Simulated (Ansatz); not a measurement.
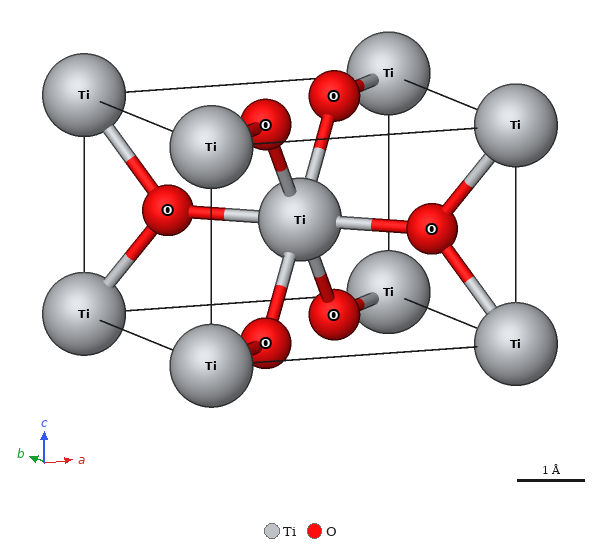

*The starting structure (ball-and-stick view of the cell of the calculation, seen slightly off an axis). An atom can appear more than once, as a periodic image.*

Near neighbours in the periodic cell (some may lie outside the picture): Ti has 6 O at 2.16 to 2.17 Å; O has 3 Ti at 2.16 to 2.17 Å.

**Geometry relaxation, with input and output: TiO2 (part 1 of 2)**

The run: geometry relaxation of TiO2 (6 atoms in the cell). Method and program: DFT r2SCAN, scalar-relativistic, plane waves, PAW, no spin polarisation (Ansatz 0.2.0).

The structure was made by swapping elements on the sites of another compound; it need not be a known phase. It belongs to a series of runs on one base structure; here: Sn -> Ti on all its sites, cell and atoms relaxed.

**Log**
```
Engine: ansatz 0.2.0, x86_64-unknown-linux-gnu
Pseudopotentials: kind: paw
Pseudopotential: Ti, paw, valence charge 12, recommended cutoff 500 eV (meta_gga), Ti.paw.azcp
Pseudopotential: O, paw, valence charge 6, recommended cutoff 500 eV (meta_gga), O.paw.azcp
Functional definition: r2SCAN
  parameter k0 = 0.174
  parameter k1 = 0.065
  parameter a1 = 4.9479
  exchange = r2scan_x(k0 = k0, k1 = k1, a1 = a1)
  correlation = r2scan_c
Crystal: 6 atoms, lattice volume = 83.534 Å³
Basis set: ecut = 500 eV, 2097 PW (Γ), exchange–correlation on 160×160×100 points (64 copies of the dense FFT grid, shifted against one another)
Bands: 30, of which v1, the nominal top of the filled ones, is band 24 counted from 1 (23 counted from 0)
Symmetry: 8 space group operations
Space group: Pnnm (ITA 58), of the structure as read, at distance tolerance 4.4e-5 Å
k-points: 36 of 96
Non-local potential: Ti, projectors of the file, l = 0: 3, l = 1: 2, l = 2: 3, l = 3: 1
Non-local potential: O, projectors of the file, l = 0: 2, l = 1: 2, l = 2: 1
PAW form: soft (Blöchl's): semilocal exchange-correlation on the pseudo side does not see the compensation charge
PAW frozen core: Ti, regenerated for the run's functional (the file was generated under x = pbe(κ = 0.804, μ = 0.2195149727645171), c = pbe(β = 0.06672455060314922))
PAW frozen core: O, regenerated for the run's functional (the file was generated under x = pbe(κ = 0.804, μ = 0.2195149727645171), c = pbe(β = 0.06672455060314922))
PAW one-centre angular grid: Ti, 590 points (default); XC on 160 Gauss nodes
PAW one-centre angular grid: O, 302 points (default); XC on 160 Gauss nodes
Initial density: superposition of atomic densities (neutral atoms: chi_scale 0, normalization atom), corrected by the library's trained network
Initial wavefunctions: pseudopotential atomic-orbital guess
Functional: x = r2scan, c = r2scan; τ floored in thin density (d = 2e-4 eV/Å³)
SCF iter   1: F=—  HF=-7289.203800 eV  |F-HF|=—  |Δ(HF+E_count)|=         —  Δρ=3.58e-2  dr2=1.44e0  dr2_τ=3.18e-1  ethr=1.77e-3  ⟨swp⟩=4.3  Hψ=4180  notcnv=0
preconditioner: auto → Resta (q_TF=auto, 2.488 Å⁻¹)  ε∞=7.9  [insulator: Δε(μ)=2.117 eV  Ē_g=8.753 eV  σ=0.100 eV  W_gap=1.00  n_scr=18 (ndim 8)  ℏωp=23.0 eV  f_vac=0.053  D(μ)=0.00/eV (n_scr^D=0)  ε∞_Penn≈7.9]
SCF iter   2: F=—  HF=-7289.143549 eV  |F-HF|=—  |Δ(HF+E_count)|=   6.03e-2  Δρ=3.18e-2  dr2=7.65e-1  dr2_τ=1.46e-1  ethr=1.77e-3  ⟨swp⟩=3.2  Hψ=2374  notcnv=0  defer=61
SCF iter   3: F=—  HF=-7289.052377 eV  |F-HF|=—  |Δ(HF+E_count)|=   9.12e-2  Δρ=5.51e-3  dr2=2.90e-2  dr2_τ=1.00e-3  ethr=1.59e-3  ⟨swp⟩=2.0  Hψ=1599  notcnv=0  defer=61
SCF iter   4: F=—  HF=-7289.050334 eV  |F-HF|=—  |Δ(HF+E_count)|=   2.04e-3  Δρ=4.07e-3  dr2=1.49e-2  dr2_τ=1.04e-3  ethr=6.05e-5  ⟨swp⟩=2.0  Hψ=1617  notcnv=0  defer=61
SCF iter   5: F=—  HF=-7289.048695 eV  |F-HF|=—  |Δ(HF+E_count)|=   1.64e-3  Δρ=7.29e-4  dr2=3.28e-4  dr2_τ=2.40e-5  ethr=3.11e-5  ⟨swp⟩=2.0  Hψ=1342  notcnv=0  defer=61
SCF iter   6: F=—  HF=-7289.048687 eV  |F-HF|=—  |Δ(HF+E_count)|=   7.81e-6  Δρ=2.78e-4  dr2=1.18e-4  dr2_τ=4.78e-6  ethr=6.83e-7  ⟨swp⟩=2.9  Hψ=2081  notcnv=0  defer=61
SCF iter   7: F=—  HF=-7289.048673 eV  |F-HF|=—  |Δ(HF+E_count)|=   1.49e-5  Δρ=7.47e-5  dr2=7.00e-6  dr2_τ=5.01e-7  ethr=2.46e-7  ⟨swp⟩=2.0  Hψ=1316  notcnv=0  defer=61
SCF iter   8: F=—  HF=-7289.048674 eV  |F-HF|=—  |Δ(HF+E_count)|=   1.55e-6  Δρ=2.42e-5  dr2=5.43e-7  dr2_τ=4.17e-8  ethr=1.46e-8  ⟨swp⟩=2.1  Hψ=1345  notcnv=0  defer=61
SCF iter   9: F=-7289.048674 eV  HF=-7289.048674 eV  |F-HF|=4.72e-9  |Δ(HF+E_count)|=   4.60e-8  Δρ=4.80e-6  dr2=2.37e-8  dr2_τ=9.97e-10  ethr=2.08e-10  ⟨swp⟩=8.8  Hψ=4453  notcnv=0
SCF 1 converged in 9 iterations: F = -7289.048674 eV  dr2 = 2.37e-8
  greatest PAW one-centre occupation: 0.999 electrons in one spin orbital (limit 2), on the Ti atom at site 1 (counted from 0), in its partial waves of l = 0
relax step   1: F+E_penalty+E_count = -7289.04867417 eV  Δ(F+E_penalty+E_count) = +0.000e0 eV  max|allowed force component| = 3.828e-1 eV/Å  Δτ_max = 0.0000 Å  P = -39.521 GPa  Ω = 83.534 Å³  (9 SCF iters, dr2 threshold 1.00e-7 eV, accepted)
Crystal: 6 atoms, lattice volume = 74.188 Å³
Basis set: ecut = 500 eV, 1915 PW (Γ), exchange–correlation on 160×160×100 points (64 copies of the dense FFT grid, shifted against one another)
Initial density: handed on by an earlier stage of this run
Initial wavefunctions: those handed on with the density
iter 1 solved again at ethr=3.71e-4 eV; its pass at ethr=3.10e-3 eV (dr2=1.78e-1 eV) is discarded
SCF iter   1: F=—  HF=-7290.863659 eV  |F-HF|=—  |Δ(HF+E_count)|=         —  Δρ=1.59e-2  dr2=1.82e-1  dr2_τ=5.12e-1  ethr=3.71e-4  ⟨swp⟩=1.0  Hψ=5759  notcnv=0
preconditioner: auto → Resta (q_TF=auto, 2.537 Å⁻¹)  ε∞=8.2  [insulator: Δε(μ)=1.906 eV  Ē_g=9.062 eV  σ=0.100 eV  W_gap=1.00  n_scr=18 (ndim 8)  ℏωp=24.4 eV  f_vac=0.016  D(μ)=0.00/eV (n_scr^D=0)  ε∞_Penn≈8.2]
SCF iter   2: F=—  HF=-7291.225972 eV  |F-HF|=—  |Δ(HF+E_count)|=   3.62e-1  Δρ=8.29e-3  dr2=5.18e-2  dr2_τ=1.15e-2  ethr=3.71e-4  ⟨swp⟩=2.0  Hψ=2160  notcnv=0
SCF iter   3: F=—  HF=-7291.222196 eV  |F-HF|=—  |Δ(HF+E_count)|=   3.78e-3  Δρ=3.66e-3  dr2=1.24e-2  dr2_τ=4.87e-4  ethr=1.08e-4  ⟨swp⟩=2.0  Hψ=1706  notcnv=0
SCF iter   4: F=—  HF=-7291.221429 eV  |F-HF|=—  |Δ(HF+E_count)|=   7.67e-4  Δρ=1.31e-3  dr2=2.20e-3  dr2_τ=1.07e-4  ethr=2.58e-5  ⟨swp⟩=2.0  Hψ=1510  notcnv=0
SCF iter   5: F=—  HF=-7291.221236 eV  |F-HF|=—  |Δ(HF+E_count)|=   1.93e-4  Δρ=4.09e-4  dr2=1.76e-4  dr2_τ=7.29e-6  ethr=4.58e-6  ⟨swp⟩=2.5  Hψ=1466  notcnv=0
SCF iter   6: F=—  HF=-7291.221271 eV  |F-HF|=—  |Δ(HF+E_count)|=   3.48e-5  Δρ=1.05e-4  dr2=8.13e-6  dr2_τ=7.71e-7  ethr=3.67e-7  ⟨swp⟩=2.9  Hψ=1982  notcnv=0
SCF iter   7: F=-7291.221271 eV  HF=-7291.221272 eV  |F-HF|=1.89e-7  |Δ(HF+E_count)|=   8.86e-7  Δρ=2.34e-5  dr2=5.41e-7  dr2_τ=4.49e-8  ethr=1.25e-9  ⟨swp⟩=3.4  Hψ=4256  notcnv=0
SCF 2 converged in 7 iterations: F = -7291.221271 eV  dr2 = 5.41e-7
relax step   2: F+E_penalty+E_count = -7291.22127141 eV  Δ(F+E_penalty+E_count) = -2.173e0 eV  max|allowed force component| = 2.805e-1 eV/Å  Δτ_max = 0.0033 Å  P = -30.429 GPa  Ω = 74.188 Å³  energy of the carried Pulay correction = +4.856e-3 eV  (7 SCF iters, dr2 threshold 6.00e-7 eV, accepted)
Crystal: 6 atoms, lattice volume = 65.933 Å³
Basis set: ecut = 500 eV, 1667 PW (Γ), exchange–correlation on 160×160×100 points (64 copies of the dense FFT grid, shifted against one another)
iter 1 solved again at ethr=3.80e-4 eV; its pass at ethr=3.10e-3 eV (dr2=1.82e-1 eV) is discarded
SCF iter   1: F=—  HF=-7292.062223 eV  |F-HF|=—  |Δ(HF+E_count)|=         —  Δρ=1.77e-2  dr2=1.87e-1  dr2_τ=5.91e-1  ethr=3.80e-4  ⟨swp⟩=1.0  Hψ=5996  notcnv=0
preconditioner: auto → Resta (q_TF=auto, 2.588 Å⁻¹)  ε∞=7.9  [insulator: Δε(μ)=2.262 eV  Ē_g=9.862 eV  σ=0.100 eV  W_gap=1.00  n_scr=18 (ndim 8)  ℏωp=25.9 eV  f_vac=0.003  D(μ)=0.00/eV (n_scr^D=0)  ε∞_Penn≈7.9]
SCF iter   2: F=—  HF=-7292.448733 eV  |F-HF|=—  |Δ(HF+E_count)|=   3.87e-1  Δρ=7.13e-3  dr2=3.83e-2  dr2_τ=6.85e-3  ethr=3.80e-4  ⟨swp⟩=2.0  Hψ=2088  notcnv=0
SCF iter   3: F=—  HF=-7292.445840 eV  |F-HF|=—  |Δ(HF+E_count)|=   2.89e-3  Δρ=3.97e-3  dr2=1.34e-2  dr2_τ=6.80e-4  ethr=7.99e-5  ⟨swp⟩=2.0  Hψ=1677  notcnv=0
SCF iter   4: F=—  HF=-7292.443852 eV  |F-HF|=—  |Δ(HF+E_count)|=   1.99e-3  Δρ=1.55e-3  dr2=1.72e-3  dr2_τ=1.16e-4  ethr=2.79e-5  ⟨swp⟩=2.0  Hψ=1654  notcnv=0
SCF iter   5: F=—  HF=-7292.443820 eV  |F-HF|=—  |Δ(HF+E_count)|=   3.21e-5  Δρ=5.24e-4  dr2=1.80e-4  dr2_τ=1.78e-5  ethr=3.58e-6  ⟨swp⟩=2.2  Hψ=1427  notcnv=0
SCF iter   6: F=—  HF=-7292.443829 eV  |F-HF|=—  |Δ(HF+E_count)|=   9.43e-6  Δρ=9.98e-5  dr2=5.63e-6  dr2_τ=3.49e-7  ethr=3.75e-7  ⟨swp⟩=2.3  Hψ=1538  notcnv=0
SCF iter   7: F=—  HF=-7292.443832 eV  |F-HF|=—  |Δ(HF+E_count)|=   2.87e-6  Δρ=4.40e-5  dr2=1.58e-6  dr2_τ=7.80e-8  ethr=1.17e-8  ⟨swp⟩=2.6  Hψ=1942  notcnv=0
SCF iter   8: F=-7292.443832 eV  HF=-7292.443832 eV  |F-HF|=1.65e-9  |Δ(HF+E_count)|=   8.30e-8  Δρ=3.98e-6  dr2=9.71e-9  dr2_τ=7.97e-10  ethr=1.25e-9  ⟨swp⟩=5.1  Hψ=4197  notcnv=0
SCF 3 converged in 8 iterations: F = -7292.443832 eV  dr2 = 9.71e-9
  greatest PAW one-centre occupation: 0.999 electrons in one spin orbital (limit 2), on the Ti atom at site 0 (counted from 0), in its partial waves of l = 0
relax step   3: F+E_penalty+E_count = -7292.44383216 eV  Δ(F+E_penalty+E_count) = -1.223e0 eV  max|allowed force component| = 7.656e-2 eV/Å  Δτ_max = 0.0093 Å  P = -11.667 GPa  Ω = 65.933 Å³  energy of the carried Pulay correction = +9.653e-3 eV  (8 SCF iters, dr2 threshold 6.00e-7 eV, accepted)
Crystal: 6 atoms, lattice volume = 61.532 Å³
Basis set: ecut = 500 eV, 1543 PW (Γ), exchange–correlation on 160×160×100 points (64 copies of the dense FFT grid, shifted against one another)
iter 1 solved again at ethr=1.21e-4 eV; its pass at ethr=3.10e-3 eV (dr2=5.79e-2 eV) is discarded
SCF iter   1: F=—  HF=-7292.442947 eV  |F-HF|=—  |Δ(HF+E_count)|=         —  Δρ=1.09e-2  dr2=6.04e-2  dr2_τ=2.69e-1  ethr=1.21e-4  ⟨swp⟩=1.0  Hψ=5957  notcnv=0
preconditioner: auto → Resta (q_TF=auto, 2.618 Å⁻¹)  ε∞=7.8  [insulator: Δε(μ)=2.343 eV  Ē_g=10.299 eV  σ=0.100 eV  W_gap=1.00  n_scr=18 (ndim 8)  ℏωp=26.8 eV  f_vac=0.006  D(μ)=0.00/eV (n_scr^D=0)  ε∞_Penn≈7.8]
SCF iter   2: F=—  HF=-7292.567171 eV  |F-HF|=—  |Δ(HF+E_count)|=   1.24e-1  Δρ=4.16e-3  dr2=1.13e-2  dr2_τ=1.81e-3  ethr=1.21e-4  ⟨swp⟩=2.0  Hψ=2038  notcnv=0
SCF iter   3: F=—  HF=-7292.566681 eV  |F-HF|=—  |Δ(HF+E_count)|=   4.90e-4  Δρ=2.20e-3  dr2=3.43e-3  dr2_τ=1.98e-4  ethr=2.36e-5  ⟨swp⟩=2.1  Hψ=1703  notcnv=0
SCF iter   4: F=—  HF=-7292.566418 eV  |F-HF|=—  |Δ(HF+E_count)|=   2.63e-4  Δρ=8.19e-4  dr2=4.65e-4  dr2_τ=3.07e-5  ethr=7.14e-6  ⟨swp⟩=2.0  Hψ=1610  notcnv=0
SCF iter   5: F=—  HF=-7292.566425 eV  |F-HF|=—  |Δ(HF+E_count)|=   7.20e-6  Δρ=3.05e-4  dr2=5.51e-5  dr2_τ=5.34e-6  ethr=9.70e-7  ⟨swp⟩=2.2  Hψ=1471  notcnv=0
SCF iter   6: F=—  HF=-7292.566425 eV  |F-HF|=—  |Δ(HF+E_count)|=   6.77e-7  Δρ=4.94e-5  dr2=1.45e-6  dr2_τ=1.07e-7  ethr=1.15e-7  ⟨swp⟩=2.3  Hψ=1557  notcnv=0
SCF iter   7: F=-7292.566426 eV  HF=-7292.566426 eV  |F-HF|=3.16e-7  |Δ(HF+E_count)|=   5.95e-7  Δρ=2.55e-5  dr2=4.91e-7  dr2_τ=2.21e-8  ethr=1.25e-9  ⟨swp⟩=5.2  Hψ=4215  notcnv=0
SCF 4 converged in 7 iterations: F = -7292.566426 eV  dr2 = 4.91e-7
  greatest PAW one-centre occupation: 1.000 electrons in one spin orbital (limit 2), on the Ti atom at site 1 (counted from 0), in its partial waves of l = 0
relax step   4: F+E_penalty+E_count = -7292.56642570 eV  Δ(F+E_penalty+E_count) = -1.226e-1 eV  max|allowed force component| = 8.558e-2 eV/Å  Δτ_max = 0.0203 Å  P = +4.572 GPa  Ω = 61.532 Å³  energy of the carried Pulay correction = +1.243e-2 eV  (7 SCF iters, dr2 threshold 6.00e-7 eV, accepted)
Crystal: 6 atoms, lattice volume = 62.555 Å³
Basis set: ecut = 500 eV, 1559 PW (Γ), exchange–correlation on 160×160×100 points (64 copies of the dense FFT grid, shifted against one another)
iter 1 solved again at ethr=1.15e-5 eV; its pass at ethr=3.10e-3 eV (dr2=5.51e-3 eV) is discarded
SCF iter   1: F=—  HF=-7292.579168 eV  |F-HF|=—  |Δ(HF+E_count)|=         —  Δρ=3.14e-3  dr2=5.62e-3  dr2_τ=1.92e-2  ethr=1.15e-5  ⟨swp⟩=1.5  Hψ=5819  notcnv=0
preconditioner: auto → Resta (q_TF=auto, 2.610 Å⁻¹)  ε∞=7.9  [insulator: Δε(μ)=2.232 eV  Ē_g=10.084 eV  σ=0.100 eV  W_gap=1.00  n_scr=18 (ndim 8)  ℏωp=26.6 eV  f_vac=0.025  D(μ)=0.00/eV (n_scr^D=0)  ε∞_Penn≈7.9]
SCF iter   2: F=—  HF=-7292.591483 eV  |F-HF|=—  |Δ(HF+E_count)|=   1.23e-2  Δρ=1.55e-3  dr2=1.63e-3  dr2_τ=7.29e-5  ethr=1.15e-5  ⟨swp⟩=2.0  Hψ=1809  notcnv=0
SCF iter   3: F=—  HF=-7292.591110 eV  |F-HF|=—  |Δ(HF+E_count)|=   3.73e-4  Δρ=5.90e-4  dr2=2.26e-4  dr2_τ=2.94e-5  ethr=3.39e-6  ⟨swp⟩=2.1  Hψ=1570  notcnv=0
SCF iter   4: F=—  HF=-7292.591092 eV  |F-HF|=—  |Δ(HF+E_count)|=   1.78e-5  Δρ=3.16e-4  dr2=6.18e-5  dr2_τ=4.34e-6  ethr=4.70e-7  ⟨swp⟩=2.0  Hψ=1656  notcnv=0
SCF iter   5: F=—  HF=-7292.591093 eV  |F-HF|=—  |Δ(HF+E_count)|=   1.45e-6  Δρ=1.24e-4  dr2=1.05e-5  dr2_τ=1.15e-6  ethr=1.29e-7  ⟨swp⟩=2.3  Hψ=1582  notcnv=0
SCF iter   6: F=—  HF=-7292.591093 eV  |F-HF|=—  |Δ(HF+E_count)|=   3.32e-7  Δρ=3.86e-5  dr2=1.03e-6  dr2_τ=2.35e-8  ethr=2.19e-8  ⟨swp⟩=2.6  Hψ=1581  notcnv=0
SCF iter   7: F=-7292.591093 eV  HF=-7292.591093 eV  |F-HF|=3.16e-9  |Δ(HF+E_count)|=   4.36e-8  Δρ=7.66e-6  dr2=3.24e-8  dr2_τ=1.50e-9  ethr=1.25e-9  ⟨swp⟩=5.1  Hψ=4139  notcnv=0
SCF 5 converged in 7 iterations: F = -7292.591093 eV  dr2 = 3.24e-8
relax step   5: F+E_penalty+E_count = -7292.59109293 eV  Δ(F+E_penalty+E_count) = -2.467e-2 eV  max|allowed force component| = 3.782e-2 eV/Å  Δτ_max = 0.0019 Å  P = -0.372 GPa  Ω = 62.555 Å³  energy of the carried Pulay correction = +1.177e-2 eV  (7 SCF iters, dr2 threshold 6.00e-7 eV, accepted)
Basis set: ecut = 500 eV, 1559 PW (Γ), exchange–correlation on 144×144×96 points (64 copies of the dense FFT grid, shifted against one another)
Initial wavefunctions: pseudopotential atomic-orbital guess (no wavefunctions were taken with the density)
iter 1 solved again at ethr=1.43e-7 eV; its pass at ethr=3.10e-3 eV (dr2=6.86e-5 eV) is discarded
SCF iter   1: F=—  HF=-7292.576502 eV  |F-HF|=—  |Δ(HF+E_count)|=         —  Δρ=1.04e-3  dr2=6.06e-5  dr2_τ=4.01e-4  ethr=1.43e-7  ⟨swp⟩=3.0  Hψ=6864  notcnv=0
preconditioner: auto → Resta (q_TF=auto, 2.610 Å⁻¹)  ε∞=7.9  [insulator: Δε(μ)=2.233 eV  Ē_g=10.093 eV  σ=0.100 eV  W_gap=1.00  n_scr=18 (ndim 8)  ℏωp=26.6 eV  f_vac=0.020  D(μ)=0.00/eV (n_scr^D=0)  ε∞_Penn≈7.9]
SCF iter   2: F=—  HF=-7292.576651 eV  |F-HF|=—  |Δ(HF+E_count)|=   1.49e-4  Δρ=5.47e-4  dr2=1.78e-5  dr2_τ=2.91e-5  ethr=1.26e-7  ⟨swp⟩=2.0  Hψ=1656  notcnv=0
SCF iter   3: F=—  HF=-7292.576693 eV  |F-HF|=—  |Δ(HF+E_count)|=   4.26e-5  Δρ=9.41e-5  dr2=4.50e-6  dr2_τ=7.42e-7  ethr=3.71e-8  ⟨swp⟩=2.0  Hψ=1656  notcnv=0
SCF iter   4: F=—  HF=-7292.576692 eV  |F-HF|=—  |Δ(HF+E_count)|=   1.23e-6  Δρ=1.31e-5  dr2=3.45e-8  dr2_τ=2.09e-8  ethr=9.37e-9  ⟨swp⟩=2.1  Hψ=1447  notcnv=0
SCF iter   5: F=-7292.576692 eV  HF=-7292.576692 eV  |F-HF|=3.07e-9  |Δ(HF+E_count)|=   6.28e-8  Δρ=3.37e-6  dr2=5.75e-9  dr2_τ=4.77e-10  ethr=1.25e-11  ⟨swp⟩=4.5  Hψ=3560  notcnv=0
SCF 6 converged in 5 iterations: F = -7292.576692 eV  dr2 = 5.75e-9
relax step   6: F+E_penalty+E_count = -7292.57669221 eV  Δ(F+E_penalty+E_count) = +1.440e-2 eV  max|allowed force component| = 3.821e-2 eV/Å  Δτ_max = 0.0000 Å  P = -0.350 GPa  Ω = 62.555 Å³  stress off target by 4.40e-1 GPa  SCF on the basis re-selected at this cell (its energy is not comparable with the rows above)  (5 SCF iters)
```
